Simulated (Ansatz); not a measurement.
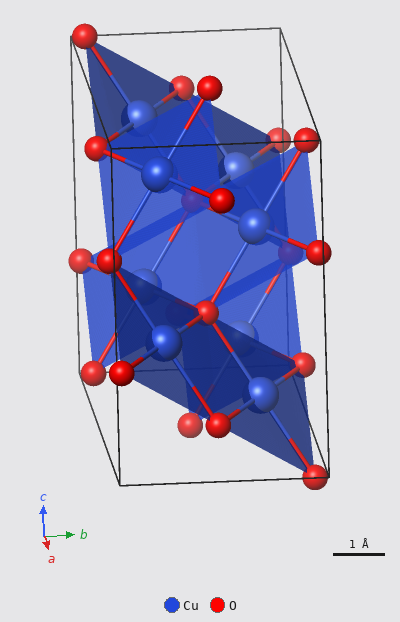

*The input geometry (polyhedral view of the cell of the calculation, seen at an oblique angle; polyhedra are completed across the faces of the cell).*

## Single-point calculation, with input and output: CuO (part 1 of 2)

CuO (Cccm, 16 atoms in the cell), computed with DFT PBE+U, scalar-relativistic, plane waves, PAW, Ueff = 4 eV on Cu d, spin-polarised (Ansatz 0.2.0).

The structure derives from an entry of the Crystallography Open Database. Figures and captions count atoms from 1; the log counts them from 0 in places.

Log
```
checkpoint.read: the saved state is not known to keep all of this run's symmetry; the run is made under 2 of its 16 symmetry operations, on 40 k-points of its mesh in the place of 40
Cu: projections on atomic orbitals take those of the free atom [Ne] 3s2 3p6 3d10 4s1, of charge +0.00 (hamiltonian.pseudopotentials.projection_atoms); the dataset's partial waves leave at most 2.0e-6 of an orbital's norm unspanned inside its sphere
O: projections on atomic orbitals take those of the free atom [He] 2s2 2p4, of charge +0.00 (hamiltonian.pseudopotentials.projection_atoms); the dataset's partial waves leave at most 1.9e-8 of an orbital's norm unspanned inside its sphere
Engine: ansatz 0.2.0, aarch64-unknown-linux-gnu
Pseudopotentials: kind: paw
Pseudopotential: Cu, paw, valence charge 19, recommended cutoff 420 eV (normal), Cu.paw.azcp
Pseudopotential: O, paw, valence charge 6, recommended cutoff 420 eV (normal), O.paw.azcp
Functional definition: PBE
  parameter kappa = 0.804
  parameter beta = 0.06672455060314922
  exchange = pbe_x(kappa = kappa, mu = beta*pi^2/3)
  correlation = pbe_c(beta = beta)
Crystal: 16 atoms, lattice volume = 181.448 Å³
Basis set: ecut = 420 eV, 3533 PW (Γ), exchange–correlation on 90×60×90 points (8 copies of the dense FFT grid, shifted against one another)
Bands: 125, of which v1, the nominal top of the filled ones, is band 100 counted from 1 (99 counted from 0)
Symmetry: 2 space group operations
k-points: 40 of 96 (time reversal used)
Non-local potential: Cu, projectors of the file, l = 0: 3, l = 1: 2, l = 2: 3, l = 3: 1
Non-local potential: O, projectors of the file, l = 0: 2, l = 1: 2, l = 2: 1
PAW form: soft (Blöchl's): semilocal exchange-correlation on the pseudo side does not see the compensation charge
PAW one-centre angular grid: Cu, 590 points (default); XC on 64 Gauss nodes
PAW one-centre angular grid: O, 110 points (default); XC on 64 Gauss nodes
Initial density: read from a saved state, or passed on in memory by an earlier SCF of this step, an earlier step, the calling program or the single point that the run made first
Stability of the state it starts from, as read at its close in the collinear treatment: not read negative (lowest Ritz value 0.46 of the free energy's curvature over one without interaction, by its minimisation under the symmetry group of the SCF that read it); nothing settles its magnetic order
Starting moments: Σ|m| = 8 μB on 8 of 16 sites; this step starts from the density that it was given
Initial wavefunctions: pseudopotential atomic-orbital guess
Functional: x = pbe(κ = 0.804, μ = 0.2195149727645171), c = pbe(β = 0.06672455060314922)
iter 1 solved again at ethr=1.45e-7 eV; its pass at ethr=3.10e-3 eV (dr2=2.90e-4 eV) is discarded
SCF iter   1: F=—  HF=-57524.046782 eV  |F-HF|=—  |Δ(HF+E_count)|=         —  Δρ=1.45e-4 (↑1.45e-4 ↓1.45e-4)  dr2=1.16e-5  dr2_m=2.50e-5  M=-0.000 μB ∫|m|=6.227 μB  β_m=0.30  ethr=1.45e-7  ⟨swp⟩=3.1  Hψ=59763  notcnv=0
preconditioner: auto → Resta (q_TF=auto, 2.773 Å⁻¹)  ε∞=7.0  [insulator: Δε(μ)=0.322 eV  Ē_g=13.129 eV  σ=0.050 eV  W_gap=1.00  n_scr=56 (ndim 8)  ℏωp=32.1 eV  f_vac=0.063  D(μ)=0.00/eV (n_scr^D=0)  ε∞_Penn≈7.0]
spin=Collinear: Resta preconditioning applied to the charge; magnetization (m = ρ↑ − ρ↓) channel mixes plain (no charge-response kernel on spin).
SCF iter   2: F=—  HF=-57524.046865 eV  |F-HF|=—  |Δ(HF+E_count)|=   8.35e-5  Δρ=1.10e-4 (↑1.10e-4 ↓1.10e-4)  dr2=5.64e-6  dr2_m=1.52e-5  M=-0.000 μB ∫|m|=6.228 μB  β_m=0.65  ethr=5.80e-9  ⟨swp⟩=1.1  Hψ=10014  notcnv=0
SCF iter   3: F=—  HF=-57524.046877 eV  |F-HF|=—  |Δ(HF+E_count)|=   1.16e-5  Δρ=3.11e-5 (↑3.11e-5 ↓3.11e-5)  dr2=3.30e-6  dr2_m=4.28e-7  M=-0.000 μB ∫|m|=6.229 μB  β_m=0.55  ethr=2.82e-9  ⟨swp⟩=2.0  Hψ=15440  notcnv=0
SCF iter   4: F=—  HF=-57524.046876 eV  |F-HF|=—  |Δ(HF+E_count)|=   3.83e-7  Δρ=1.17e-5 (↑1.17e-5 ↓1.17e-5)  dr2=2.50e-7  dr2_m=7.25e-8  M=0.000 μB ∫|m|=6.230 μB  β_m=0.67  ethr=1.65e-9  ⟨swp⟩=2.0  Hψ=14603  notcnv=0
SCF iter   5: F=-57524.046876 eV  HF=-57524.046876 eV  |F-HF|=6.19e-8  |Δ(HF+E_count)|=   1.65e-7  Δρ=5.80e-6 (↑5.76e-6 ↓5.80e-6)  dr2=7.64e-8  dr2_m=1.23e-8  M=-0.000 μB ∫|m|=6.230 μB  ethr=5.00e-11  ⟨swp⟩=4.7  Hψ=32064  notcnv=0
WARN: the starting moments were not kept: 4 of 8 ended reversed and 4 kept their direction, counting a site from 0.1 of the cell's largest site moment. The largest reversed, site 1 (counted from 0, in the order of the report's site_moments_mub), started with +1.0 μB and closes at -5.4e-1 μB in its sphere. The net magnetisation is 5.2e-12 μB in size, at most 0.1 of the 8 μB that the starting moments add up to as vectors. The SCF closed on another magnetic arrangement than the starting moments describe; that does not show which of the two is lower. This SCF took its magnetisation from a saved state (the deck's checkpoint.read, a session's seed or a resume), or from the single point or search that the run made first, and not from the starting moments. Where the run's atoms have moved since that state, how it is taken is a key of its own (checkpoint.density_extrapolation: follow_atoms, where typed, takes the whole of its magnetisation to them with its atoms, but for some exceptions; the density_extrapolation keyword of a session's seed is the same key). To be rid of a resumed run's state, run its deck in a fresh run directory. To be rid of the state of a single point that the run made first, give starting moments in the input or, where a deck that gives them still makes one, type scf.lower_state_search: off. To try another start, run it without that state.
SCF 1 converged in 5 iterations: F = -57524.046876 eV  dr2 = 7.64e-8
  greatest PAW one-centre occupation: 1.000 electrons in one spin orbital (limit 2), on the Cu atom at site 12 (counted from 0), in its partial waves of l = 0
SCF converged after 5 iterations
Magnetization: -0.0000 μB (100.0000 up, 100.0000 down)
Absolute magnetization: 6.1596 μB (∫|ρ↑−ρ↓|, with the PAW one-centre terms)
Spin contamination: 3.2209 ħ² per cell (⟨S²⟩ above its minimum at these occupations)
Per-site moments (μB) at R_I (Å): [(0.540871519988084, 0.8120193672329415), (-0.5408722359378558, 0.8120193672329412), (0.14991844998053616, 0.8120193672329414), (-0.149918095480509, 0.8120193672329411), (0.5408710911621561, 0.8120193672329414), (0.5408715199880845, 0.8120193672329414), (0.1499182989205911, 0.8120193672329414), (0.14991844998053613, 0.8120193672329415), (-0.5408708216895451, 0.8120193672329411), (0.5408710911621563, 0.8120193672329412), (-0.14991822015772818, 0.8120193672329412), (0.14991829892059108, 0.8120193672329415), (-0.5408722359378555, 0.8120193672329414), (-0.5408708216895455, 0.8120193672329411), (-0.1499180954805092, 0.8120193672329411), (-0.14991822015772835, 0.8120193672329412)]
Free energy (F): -57524.046876 eV
Harris-Foulkes:  -57524.046876 eV  (|F-HF|=6.19e-8)
Internal energy: -57524.046876 eV  (E = F + TS)
E sigma→0 (E₀):  -57524.046876 eV
Entropy (-TS):   -0.000000 eV (-0.000 meV/atom)
Fermi energy:    9.964407 eV
--- Per-component energies (eV) ---
  E_band       = -3914.397954
  E_kinetic    = 3762.200851
  E_local      = -40934.567733  (includes V_loc(G=0)·N_el)
  E_nonlocal   = 3504.193657
  E_hartree    = 17708.373988
  E_xc         = -1291.290490
  E_vxc        = -1657.075695  (∫ρ·V_xc dr)
  E_hubbard    = 5.466089  (on-site DFT+U / exact-exchange correction)
  E_vhub       = -139.339664  (the Hubbard potential's part of the band-sum identity)
  E_paw        = -14551.016819  (= ΣΔE_a)
  E_vpaw       = -3866.515771  (= ΣTr[D̂ρ^β])
  E_aug_tail   = 0.022317  (compensation charges beyond the density's cutoff)
  E_ewald      = -25727.428736
  E_smearing   = -0.000000  (= −TS)
  E_closure    = 0.000000  (closes the sum)
  Σ components = -57524.046876   (vs F -57524.046876, Δ=0.00e0)
--- Forces (eV/Å), atoms counted from 1 ---
  atom   1  Cu     0.13160464    -0.13417199    -0.05186598
  atom   2  Cu    -0.13160389    -0.13417201     0.05186578
  atom   3  O     -0.16481330    -0.04985942     0.08641868
  atom   4  O      0.16481211     0.04985647    -0.08641782
  atom   5  Cu    -0.13160360     0.13417208     0.05186542
  atom   6  Cu     0.13160464     0.13417199    -0.05186598
  atom   7  O      0.16481100    -0.04985902    -0.08641637
  atom   8  O     -0.16481330     0.04985942     0.08641868
  atom   9  Cu     0.13160298    -0.13417214    -0.05186511
  atom  10  Cu    -0.13160360    -0.13417208     0.05186542
  atom  11  O     -0.16480997    -0.04986012     0.08641545
  atom  12  O      0.16481100     0.04985902    -0.08641637
  atom  13  Cu    -0.13160389     0.13417201     0.05186578
  atom  14  Cu     0.13160298     0.13417214    -0.05186511
  atom  15  O      0.16481211    -0.04985647    -0.08641782
  atom  16  O     -0.16480997     0.04986012     0.08641545
  max |Σ_I F_I| component: 1.12e-7 eV/Å
--- Stress (GPa, compression-positive) ---
       -0.175034       0.000000      -0.566101
        0.000000      -0.235980       0.000000
       -0.565787       0.000000      -0.761862
  P = ⅓ Tr σ = -0.3910 GPa (-3.910 kbar)
--- Band table (eV; the first three rows and the last of 80) ---
  k-point 0 ↑: bands = ["-102.6459", "-102.6457", "-102.6453", "-102.6453", "-101.9189", "-101.9186", "-101.9182", "-101.9182", "-60.2941", "-60.2926", "-60.2896", "-60.2887", "-60.2727", "-60.2720", "-60.2716", "-60.2713", "-59.4512", "-59.4506", "-59.4469", "-59.4468", "-59.3679", "-59.3667", "-59.3621", "-59.3621", "-59.3535", "-59.3514", "-59.3514", "-59.3510", "-59.1858", "-59.1853", "-59.1814", "-59.1813", "-9.0767", "-8.1798", "-8.1777", "-8.1581", "-8.1051", "-7.8499", "-7.7280", "-7.5214", "2.0843", "3.2755", "3.3091", "3.3122", "3.3233", "3.3352", "3.7009", "4.5441", "4.5752", "4.6026", "4.6093", "4.7067", "4.7981", "4.8754", "4.9538", "4.9606", "4.9729", "4.9737", "5.0156", "5.1216", "5.2690", "5.3424", "5.5170", "5.7577", "5.7620", "5.7789", "5.8604", "5.8656", "5.8921", "5.9616", "5.9987", "6.0072", "6.1032", "6.1639", "6.2100", "6.2544", "6.2556", "6.3039", "6.3437", "6.4093", "6.5127", "6.6391", "7.0195", "7.0500", "7.1738", "7.2388", "7.2691", "7.2726", "7.3082", "7.5866", "7.6862", "7.6994", "7.7016", "7.8372", "8.0614", "8.1019", "8.1639", "9.1826", "9.2079", "9.2349", "10.1231", "11.1879", "11.1921", "11.5547", "11.6409", "12.6696", "15.2116", "15.2210", "15.2212", "15.2233", "16.5171", "17.5047", "17.5563", "20.0107", "20.1445", "21.2174", "21.7954", "21.7956", "21.7987", "21.7991", "22.1497", "22.2839", "22.4858", "22.4933", "22.4978"]
  k-point 1 ↑: bands = ["-102.6458", "-102.6457", "-102.6453", "-102.6452", "-101.9188", "-101.9186", "-101.9182", "-101.9181", "-60.2941", "-60.2926", "-60.2896", "-60.2887", "-60.2727", "-60.2720", "-60.2716", "-60.2713", "-59.4512", "-59.4506", "-59.4469", "-59.4468", "-59.3679", "-59.3667", "-59.3621", "-59.3621", "-59.3535", "-59.3514", "-59.3514", "-59.3510", "-59.1858", "-59.1853", "-59.1814", "-59.1813", "-9.0005", "-8.4458", "-8.1654", "-8.1251", "-7.9166", "-7.8662", "-7.7685", "-7.5191", "2.2847", "3.1811", "3.3527", "3.3844", "3.4458", "3.4742", "3.7693", "4.0531", "4.3581", "4.3659", "4.6359", "4.7236", "4.7715", "4.8313", "4.8690", "4.9340", "5.0552", "5.1100", "5.1605", "5.2459", "5.3267", "5.3902", "5.5043", "5.5877", "5.5910", "5.7111", "5.8063", "5.8088", "5.8601", "5.9223", "5.9479", "5.9594", "6.0479", "6.0774", "6.1309", "6.1969", "6.3843", "6.3898", "6.4807", "6.6102", "6.7017", "6.7470", "6.9290", "7.0428", "7.0777", "7.2505", "7.2524", "7.2943", "7.4885", "7.5288", "7.5469", "7.7414", "7.8374", "7.9403", "7.9940", "8.0397", "8.0468", "9.1573", "9.2286", "9.4911", "10.2165", "11.1008", "11.1147", "11.5167", "12.1063", "13.1249", "14.5081", "14.8943", "15.3764", "15.4421", "16.1426", "16.7123", "18.1625", "20.2208", "20.5944", "20.7292", "21.0968", "21.3816", "21.5529", "21.6784", "21.8078", "22.3065", "22.3124", "22.3765", "22.3783"]
```
